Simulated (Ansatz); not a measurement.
# Sn$_{15}$Se$_{17}$ (cell with a defect): what the fields show

Input

```
crystal:
  lattice:
    - [0.0, 0.0, -9.1345600652]
    - [0.0, -8.4107882612, 4.5672800326]
    - [-11.7847581656, 0.0, 0.0]
  atoms:
    - { symbol: Se, position: [0.3706985274, 0.125, 0.3788158234] }
    - { symbol: Sn, position: [0.8706985274, 0.125, 0.3788158234] }
    - { symbol: Sn, position: [0.1206985274, 0.625, 0.3788158234] }
    - { symbol: Sn, position: [0.6206985274, 0.625, 0.3788158234] }
    - { symbol: Sn, position: [0.2456985274, 0.375, 0.1211841766] }
    - { symbol: Sn, position: [0.7456985274, 0.375, 0.1211841766] }
    - { symbol: Sn, position: [0.9956985274, 0.875, 0.1211841766] }
    - { symbol: Sn, position: [0.4956985274, 0.875, 0.1211841766] }
    - { symbol: Sn, position: [0.3793014726, 0.375, 0.6211841766] }
    - { symbol: Sn, position: [0.8793014726, 0.375, 0.6211841766] }
    - { symbol: Sn, position: [0.1293014726, 0.875, 0.6211841766] }
    - { symbol: Sn, position: [0.6293014726, 0.875, 0.6211841766] }
    - { symbol: Sn, position: [0.5043014726, 0.125, 0.8788158234] }
    - { symbol: Sn, position: [0.0043014726, 0.125, 0.8788158234] }
    - { symbol: Sn, position: [0.2543014726, 0.625, 0.8788158234] }
    - { symbol: Sn, position: [0.7543014726, 0.625, 0.8788158234] }
    - { symbol: Se, position: [0.4255433789, 0.375, 0.8548490131] }
    - { symbol: Se, position: [0.9255433789, 0.375, 0.8548490131] }
    - { symbol: Se, position: [0.1755433789, 0.875, 0.8548490131] }
    - { symbol: Se, position: [0.6755433789, 0.875, 0.8548490131] }
    - { symbol: Se, position: [0.1994566211, 0.375, 0.3548490131] }
    - { symbol: Se, position: [0.6994566211, 0.375, 0.3548490131] }
    - { symbol: Se, position: [0.9494566211, 0.875, 0.3548490131] }
    - { symbol: Se, position: [0.4494566211, 0.875, 0.3548490131] }
    - { symbol: Se, position: [0.5505433789, 0.125, 0.6451509869] }
    - { symbol: Se, position: [0.0505433789, 0.125, 0.6451509869] }
    - { symbol: Se, position: [0.3005433789, 0.625, 0.6451509869] }
    - { symbol: Se, position: [0.8005433789, 0.625, 0.6451509869] }
    - { symbol: Se, position: [0.3244566211, 0.125, 0.1451509869] }
    - { symbol: Se, position: [0.8244566211, 0.125, 0.1451509869] }
    - { symbol: Se, position: [0.0744566211, 0.625, 0.1451509869] }
    - { symbol: Se, position: [0.5744566211, 0.625, 0.1451509869] }
  host:
    lattice:
      - [11.7847581656, 0.0, 0.0]
      - [0.0, 4.2053941306, 0.0]
      - [0.0, 0.0, 4.5672800326]
    atoms:
      - { symbol: Sn, position: [0.6211841766, 0.75, 0.3836029453] }
      - { symbol: Sn, position: [0.8788158234, 0.25, 0.8836029453] }
      - { symbol: Sn, position: [0.3788158234, 0.25, 0.6163970547] }
      - { symbol: Sn, position: [0.1211841766, 0.75, 0.1163970547] }
      - { symbol: Se, position: [0.1451509869, 0.25, 0.5239132422] }
      - { symbol: Se, position: [0.6451509869, 0.25, 0.9760867578] }
      - { symbol: Se, position: [0.3548490131, 0.75, 0.0239132422] }
      - { symbol: Se, position: [0.8548490131, 0.75, 0.4760867578] }
basis:
  ecutwfc: 420
  xc_grid: 2
kpoints:
  mp_grid: { grid: [2, 2, 2], shift: [0.0, 0.0, 0.0] }
hamiltonian:
  xc: pbe
scf:
  occupations: { method: gaussian, width: 0.01 }
output:
  forces: true
  stress: false
  eigenvalues: true
  charged_corrections: { defect_position: [0.37069853, 0.125, 0.37881582] }
  write_density: true
  write_potential: true
  elf: true
  volumetric_format: npy
relax:
  adjacent_minimum: "off"
  f_tol: 0.025
  max_steps: 45
```

Launched as:

```sh
ansatz run input.yaml --threads 4 --pin off --max-ram 10240MiB --backend cpu --events-out ev --progress --plain --runs-dir out
```

The fields are those of the run's last geometry, not of the input's.

Method: Ansatz, DFT PBE, scalar-relativistic, plane waves, PAW.

In a PAW calculation such maps are meaningful between the atoms, not at the nuclei.

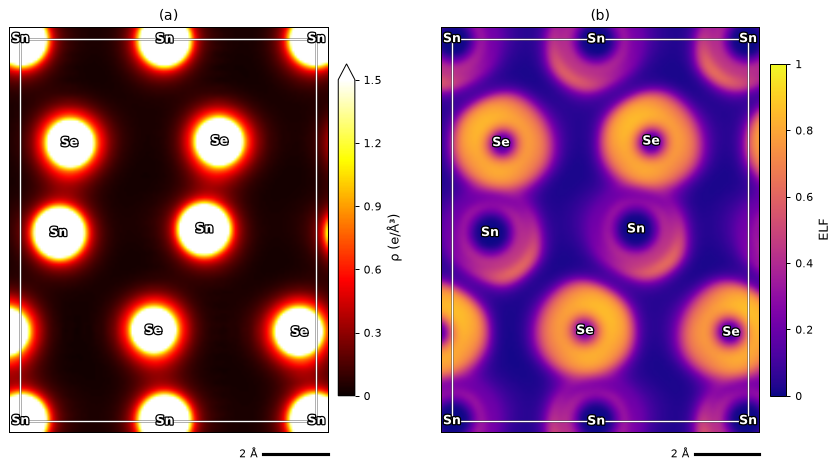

Figure 1. (a) valence charge density (pseudo); (b) electron localisation function on the (010) plane of the calculation cell.

Q: What do the fields say about this system?

A: Atoms in the plane: Sn and Se.
Sn–Se (2.78 Å): the density is about 0.35 e/Å³ at the midpoint; the ELF is about 0.55 at the midpoint.

Sn–Se (2.82 Å): the density is about 0.32 e/Å³ at the midpoint; the ELF is about 0.55 at the midpoint.
Between the atoms the lowest density in this plane is 0.02 e/Å³.
The ELF also peaks beside Se, away from the bonds: lone-pair regions.

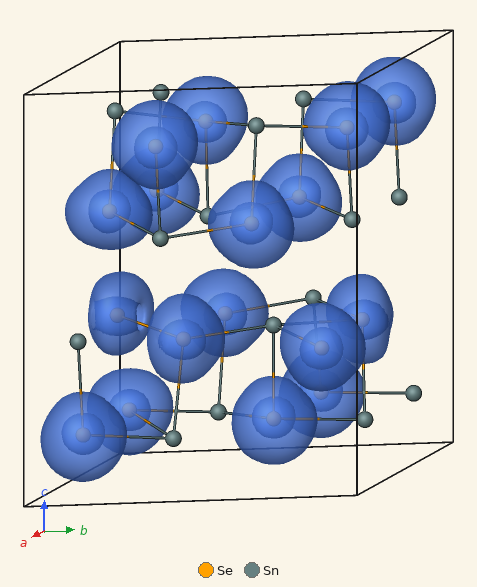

Figure 2. Isosurface of the ELF at 0.7 (blue), seen slightly off an axis. Only the valence region is drawn (cores and ρ < 0.01 e/Å³ removed). Sticks mark near contacts.

Q: Describe the localisation domains.

A: At this value the surface marks out 17 regions wrapped around Se (the valence shell of each), counted in one cell of 32 atoms. Regions shared between cells count once. Profiles from the grid: Se–Se (2.54 Å): the ELF is about 0.55 at the midpoint. Sn–Se (2.75 Å): the ELF is about 0.55 at the midpoint.

Q: Does the calculation give a band gap?

A: It is metallic or semimetallic at this level of theory: no gap opens.
